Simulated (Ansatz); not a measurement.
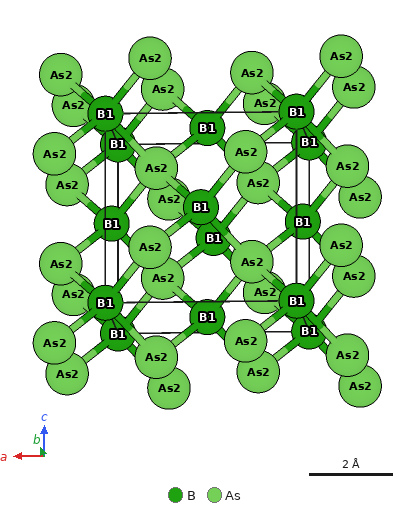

Starting structure of a crystal of BAs (built on the zincblende type). Style: ball-and-stick. Shown: the conventional cell (4 times the calculation's cell), from a free direction. Lengths and directions refer to the drawn axes.

All numbers below come from Ansatz, DFT, PBE, plane waves, PAW.

Input
```yaml
crystal:
  lattice:
    - [0.0, 2.3294928661, 2.3294928661]
    - [2.3294928661, 0.0, 2.3294928661]
    - [2.3294928661, 2.3294928661, 0.0]
  atoms:
    - { symbol: B, position: [0.0, 0.0, 0.0] }
    - { symbol: As, position: [0.25, 0.25, 0.25] }
kpoints:
  mp_grid: { grid: [8, 8, 8] }
hamiltonian:
  xc: pbe
scf:
  occupations: { method: fermi_dirac, width: 0.02 }
relax:
  f_tol: 0.005
  cell: {}
```

Run as
```bash
ansatz run input.yaml --threads 2 --pin off --max-ram 2211MiB --backend cpu --events-out ev --progress --plain --runs-dir out
```

Question: What does the optimiser find from here?

Answer: Over 4 accepted moves (6 points after the start) the energy falls by 0.111 eV per cell of the calculation. All forces vanish by symmetry, so only the cell relaxes. Pressure: 15.22 GPa at the start and 0.00 GPa at the end. The SCF was repeated twice at an unchanged geometry on a basis and grid sized afresh for the cell, which shifted the energy by 2.4 meV per cell of the calculation at most. The atoms keep their places relative to the cell (all moves are under 0.005 Å). The volume changes by +10.0 %, with a = b = c 4.659 → 4.809 Å (+3.2 %). Some distances before and after: B1–As2 2.017 → 2.082 Å. The space group stays F-43m (No. 216). The run took 6.7 s on 2 threads of Arm Neoverse N1 (shared host), peak memory 0.29 GiB.

The structure at the end:

```xyz
2
Lattice="0.0000 2.4046 2.4046 2.4046 0.0000 2.4046 2.4046 2.4046 0.0000" Properties=species:S:1:pos:R:3 pbc="T T T"
B     4.8092    4.8092    4.8092
As    1.2023    1.2023    1.2023
```

After the run, drawn alike:

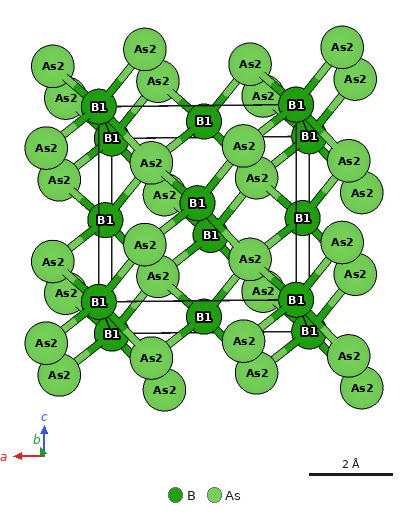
